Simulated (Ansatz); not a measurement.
# Re(0001) with 2 layers of random Re-V, 2x2: scattering by chemical disorder, part 2 of 2

How strongly does chemical disorder scatter in Re(0001) with 2 layers of random Re-V, 2x2?

Ansatz 0.2.0; Ansatz plane-wave DFT, PBE, PAW files; ballistic transport by layer matching (Landauer), zero bias; PAW set soft_1.

So far. Step 3 (With 6 alloy layers): Over the solved energies the transmission per spin lies between 2.07 and 2.14, out of 5.26 channels of the lead on average (up to 5.38).

### 4. With 10 alloy layers

System of this step: Re(0001) with 10 layers of random Re-V, 2x2. The cell holds 80 atoms: 60 Re and 20 V. Cell: a = 5.522 Å, b = 5.522 Å, c = 44.582 Å, α = 90.0°, β = 90.0°, γ = 120.0°. It derives from Re. Regions: lead, 40 atoms (40 Re); scattering region, 40 atoms (20 Re and 20 V). The structure is stacked along c, and the current runs across the ab planes.

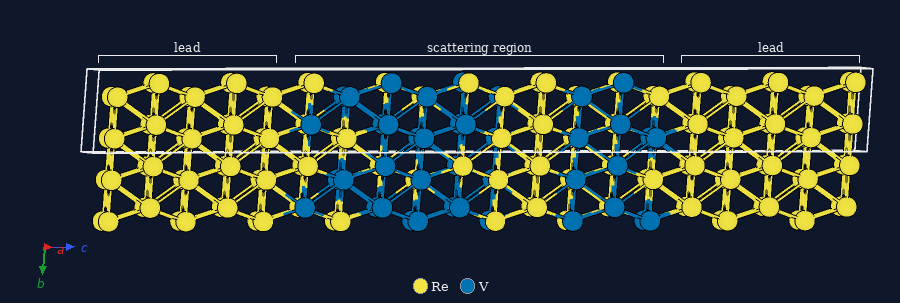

The cell of this step (rhenium yellow, vanadium blue). 1×2×1 cells are drawn.

input.yaml

```yaml
crystal:
  lattice:
    - [5.5216, 0.0, 0.0]
    - [-2.7608, 4.7818458695, 0.0]
    - [0.0, 0.0, 44.582]
  atoms:
    - { symbol: Re, position: [0.1666666667, 0.3333333333, 0.025] }
    - { symbol: Re, position: [0.1666666667, 0.8333333333, 0.025] }
    - { symbol: Re, position: [0.6666666667, 0.3333333333, 0.025] }
    - { symbol: Re, position: [0.6666666667, 0.8333333333, 0.025] }
    - { symbol: Re, position: [0.3333333333, 0.1666666667, 0.075] }
    - { symbol: Re, position: [0.3333333333, 0.6666666667, 0.075] }
    - { symbol: Re, position: [0.8333333333, 0.1666666667, 0.075] }
    - { symbol: Re, position: [0.8333333333, 0.6666666667, 0.075] }
    - { symbol: Re, position: [0.1666666667, 0.3333333333, 0.125] }
    - { symbol: Re, position: [0.1666666667, 0.8333333333, 0.125] }
    - { symbol: Re, position: [0.6666666667, 0.3333333333, 0.125] }
    - { symbol: Re, position: [0.6666666667, 0.8333333333, 0.125] }
    - { symbol: Re, position: [0.3333333333, 0.1666666667, 0.175] }
    - { symbol: Re, position: [0.3333333333, 0.6666666667, 0.175] }
    - { symbol: Re, position: [0.8333333333, 0.1666666667, 0.175] }
    - { symbol: Re, position: [0.8333333333, 0.6666666667, 0.175] }
    - { symbol: Re, position: [0.1666666667, 0.3333333333, 0.225] }
    - { symbol: Re, position: [0.1666666667, 0.8333333333, 0.225] }
    - { symbol: Re, position: [0.6666666667, 0.3333333333, 0.225] }
    - { symbol: Re, position: [0.6666666667, 0.8333333333, 0.225] }
    - { symbol: Re, position: [0.3333333333, 0.1666666667, 0.275] }
    - { symbol: Re, position: [0.3333333333, 0.6666666667, 0.275] }
    - { symbol: Re, position: [0.8333333333, 0.1666666667, 0.275] }
    - { symbol: V, position: [0.8333333333, 0.6666666667, 0.275] }
    - { symbol: V, position: [0.1666666667, 0.3333333333, 0.325] }
    - { symbol: Re, position: [0.1666666667, 0.8333333333, 0.325] }
    - { symbol: V, position: [0.6666666667, 0.3333333333, 0.325] }
    - { symbol: Re, position: [0.6666666667, 0.8333333333, 0.325] }
    - { symbol: Re, position: [0.3333333333, 0.1666666667, 0.375] }
    - { symbol: V, position: [0.3333333333, 0.6666666667, 0.375] }
    - { symbol: V, position: [0.8333333333, 0.1666666667, 0.375] }
    - { symbol: V, position: [0.8333333333, 0.6666666667, 0.375] }
    - { symbol: Re, position: [0.1666666667, 0.3333333333, 0.425] }
    - { symbol: V, position: [0.1666666667, 0.8333333333, 0.425] }
    - { symbol: V, position: [0.6666666667, 0.3333333333, 0.425] }
    - { symbol: V, position: [0.6666666667, 0.8333333333, 0.425] }
    - { symbol: V, position: [0.3333333333, 0.1666666667, 0.475] }
    - { symbol: V, position: [0.3333333333, 0.6666666667, 0.475] }
    - { symbol: Re, position: [0.8333333333, 0.1666666667, 0.475] }
    - { symbol: V, position: [0.8333333333, 0.6666666667, 0.475] }
    - { symbol: V, position: [0.1666666667, 0.3333333333, 0.525] }
    - { symbol: V, position: [0.1666666667, 0.8333333333, 0.525] }
    - { symbol: Re, position: [0.6666666667, 0.3333333333, 0.525] }
    - { symbol: Re, position: [0.6666666667, 0.8333333333, 0.525] }
    - { symbol: Re, position: [0.3333333333, 0.1666666667, 0.575] }
    - { symbol: Re, position: [0.3333333333, 0.6666666667, 0.575] }
    - { symbol: Re, position: [0.8333333333, 0.1666666667, 0.575] }
    - { symbol: Re, position: [0.8333333333, 0.6666666667, 0.575] }
    - { symbol: Re, position: [0.1666666667, 0.3333333333, 0.625] }
    - { symbol: Re, position: [0.1666666667, 0.8333333333, 0.625] }
    - { symbol: V, position: [0.6666666667, 0.3333333333, 0.625] }
    - { symbol: V, position: [0.6666666667, 0.8333333333, 0.625] }
    - { symbol: Re, position: [0.3333333333, 0.1666666667, 0.675] }
    - { symbol: Re, position: [0.3333333333, 0.6666666667, 0.675] }
    - { symbol: V, position: [0.8333333333, 0.1666666667, 0.675] }
    - { symbol: V, position: [0.8333333333, 0.6666666667, 0.675] }
    - { symbol: Re, position: [0.1666666667, 0.3333333333, 0.725] }
    - { symbol: V, position: [0.1666666667, 0.8333333333, 0.725] }
    - { symbol: Re, position: [0.6666666667, 0.3333333333, 0.725] }
    - { symbol: V, position: [0.6666666667, 0.8333333333, 0.725] }
    - { symbol: Re, position: [0.3333333333, 0.1666666667, 0.775] }
    - { symbol: Re, position: [0.3333333333, 0.6666666667, 0.775] }
    - { symbol: Re, position: [0.8333333333, 0.1666666667, 0.775] }
    - { symbol: Re, position: [0.8333333333, 0.6666666667, 0.775] }
    - { symbol: Re, position: [0.1666666667, 0.3333333333, 0.825] }
    - { symbol: Re, position: [0.1666666667, 0.8333333333, 0.825] }
    - { symbol: Re, position: [0.6666666667, 0.3333333333, 0.825] }
    - { symbol: Re, position: [0.6666666667, 0.8333333333, 0.825] }
    - { symbol: Re, position: [0.3333333333, 0.1666666667, 0.875] }
    - { symbol: Re, position: [0.3333333333, 0.6666666667, 0.875] }
    - { symbol: Re, position: [0.8333333333, 0.1666666667, 0.875] }
    - { symbol: Re, position: [0.8333333333, 0.6666666667, 0.875] }
    - { symbol: Re, position: [0.1666666667, 0.3333333333, 0.925] }
    - { symbol: Re, position: [0.1666666667, 0.8333333333, 0.925] }
    - { symbol: Re, position: [0.6666666667, 0.3333333333, 0.925] }
    - { symbol: Re, position: [0.6666666667, 0.8333333333, 0.925] }
    - { symbol: Re, position: [0.3333333333, 0.1666666667, 0.975] }
    - { symbol: Re, position: [0.3333333333, 0.6666666667, 0.975] }
    - { symbol: Re, position: [0.8333333333, 0.1666666667, 0.975] }
    - { symbol: Re, position: [0.8333333333, 0.6666666667, 0.975] }
kpoints:
  mp_grid: { grid: [5, 5, 1] }
hamiltonian:
  xc: pbe
  pseudopotentials: { kind: paw, azcp: { folder: soft_1 } }
scf:
  occupations: { method: fermi_dirac, width: 0.1 }
output:
  transmission:
    leads: [[0, 8]]
    kmesh: [10, 10]
    e_range: [-0.05, 0.05]
    de: 0.05
  write_potential: true
  write_density: true
  volumetric_format: npy
```

On the command line:

```
$ ansatz run input.yaml --threads 4 --pin off --max-ram 15360MiB --backend cpu --events-out ev --progress --plain --runs-dir out
```

Numbers of over 12 decimals in the logs are rounded to 6 here.

The log of the run:

```text
[...]
Crystal: 80 atoms, lattice volume = 1177.118 Å³
Basis set: ecut = 420 eV, 23015 PW (Γ)
Bands: 696, of which v1, the nominal top of the filled ones, is band 580 counted from 1 (579 counted from 0)
Symmetry: 1 space group operations
[...]
k-points: 13 of 25 (time reversal used)
[...]
SCF iter   1: F=—  HF=-710462.689395 eV  |F-HF|=—  |Δ(HF+E_count)|=         —  Δρ=1.65e-1  dr2=1.45e4  ethr=3.10e-3  ⟨swp⟩=4.3  Hψ=26930  notcnv=0  defer=2
[...]
SCF iter  11: F=-710401.323877 eV  HF=-710401.323877 eV  |F-HF|=1.00e-8  |Δ(HF+E_count)|=   8.38e-9  Δρ=3.89e-7  dr2=1.02e-8  ethr=8.62e-12  ⟨swp⟩=8.3  Hψ=19997  notcnv=0
SCF 1 converged in 11 iterations: F = -710401.323877 eV  dr2 = 1.02e-8
[...]
transmission: 417 of 4160 steps passed
transmission: 832 of 4160 steps passed
[...]
transmission: 4160 of 4160 steps passed
SCF converged after 11 iterations
Free energy (F): -710401.323877 eV
[...]
Internal energy: -710398.087979 eV  (E = F + TS)
E sigma→0 (E₀):  -710399.705928 eV
Entropy (-TS):   -3.235897 eV (-40.449 meV/atom)
Fermi energy:    21.829493 eV
[...]
--- Band table (eV; the first three rows and the last of 13) ---
  k-point 0: bands = [... 576 lower, 22.1803, 22.1882, 22.1968, 22.2059, 22.2424, 22.3034, 22.3121, 22.3272, ... 112 higher]
  k-point 1: bands = [... 576 lower, 21.9529, 21.9717, 21.9802, 21.9970, 22.0104, 22.0229, 22.0301, 22.0545, ... 112 higher]
  k-point 2: bands = [... 576 lower, 21.6243, 21.6412, 21.6681, 21.6776, 21.7054, 21.7137, 21.7542, 21.7911, ... 112 higher]
  k-point 12: bands = [... 576 lower, 21.6393, 21.6559, 21.6711, 21.7111, 21.7451, 21.7493, 21.7830, 21.8014, ... 112 higher]
--- Transmission ---
  basis      : 235 plane waves across, 80 finite elements along
  points     : 52, standing for a mesh of 10 x 10
[...]
channels       : 5.380000e0 a spin
[...]
junction   : crystal 0 to crystal 0, 0.70 to 40.82 Å
    transmission   : 1.686138e0 a spin
[...]
```

Elapsed: 14 min, on 4 threads of Intel Xeon Platinum 8375C at 2.90GHz (Ice Lake), shared host; peak memory 8.5 GiB; 51 min of CPU time.

This step gave:

- free energy: -710401.3239 eV
- energy at zero smearing: -710399.7059 eV
- Fermi energy: 21.83 eV
- transmission per spin nearest the Fermi level: 1.686
- step of the lead's potential: 20.9 meV

Per spin. Transmission, zone mean against energy, zero at the Fermi level:

```csv
energy (eV),"transmission, zone mean"
-0.0500,1.64
0.0000,1.69
0.0500,1.67
```

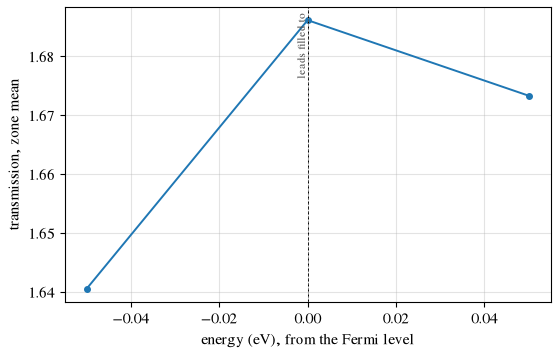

Transmission, zone mean, plotted against energy.

Over the solved energies the transmission per spin lies between 1.64 and 1.69, out of 5.26 channels of the lead on average (up to 5.38).

### 5. The fit

This step: Ansatz plane-wave DFT, PBE, PAW files; ballistic transport by layer matching (Landauer), zero bias; residual resistivity from the slope of the area resistance, atoms on the host's lattice; PAW set soft_1 (Ansatz 0.2.0).

Numbers from this step:

```yaml
resistivity: 49.29 µΩ cm
intercept: 0.3015 fΩ m²
scatter_about_the_fit: 0.004793 fΩ m²
```

Resistance, by row:

```csv
run,length (Å),T,channels N,RA (fΩ m²)
n2,4.458,2.919,5.247,0.5179
n6,13.37,2.11,5.26,0.9675
n10,22.29,1.667,5.26,1.397
```

The area resistance by length of the alloy:

```csv
length of the alloy (Å),area resistance (fΩ m²)
4.46,0.518
13.37,0.967
22.29,1.40
```

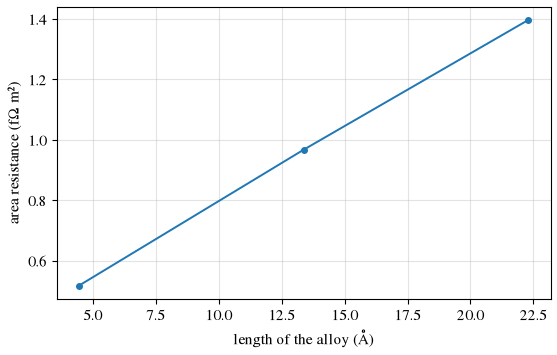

Area resistance, plotted against length of the alloy.

The area resistance goes from 0.52 to 1.4 fΩ m² between 4.5 and 22.3 Å, a slope of 49 µΩ cm.

By hand from the end points: (1.397 − 0.5179) fΩ m² / (22.29 − 4.46) Å = 49 µΩ cm, since 1 fΩ m² per Å is 1000 µΩ cm.

### 6. Results

| Property | Result |
| --- | --- |
| resistivity from the slope | 49.3 µΩ cm |
| area resistance over 4.46 Å | 0.518 fΩ m² |
| area resistance over 13.4 Å | 0.967 fΩ m² |
| area resistance over 22.3 Å | 1.40 fΩ m² |

What this shows: The slope gives 49 µΩ cm. The points scatter by 0.0048 fΩ m² about the line, with one random draw a length in a 2x2 cell, so the slope is a rough value. Read with a model of isotropic scattering on a spherical Fermi surface and the lead's 1.5×10¹⁵ S/m², this slope means a mean free path near 10 Å (a rough figure, since the alloy's own channel count differs); over these lengths the model's slope is within 3 % of its bulk resistivity. The atoms sit on the host's lattice, so scattering by size misfit is left out. With 50 % of V, whose own structure is another, this is a hypothetical phase. Spin-orbit coupling is left out, which matters for Re.

[Logs are printed without paths, hosts, clocks, repeated set-up lines and the standing remarks that a program may print on its own settings, such as how far it seeks lower states.]

[Hosts, paths, dates, database ids (printed as entryN), source tags and the programs' standing remarks are cut or masked in the printed files.]
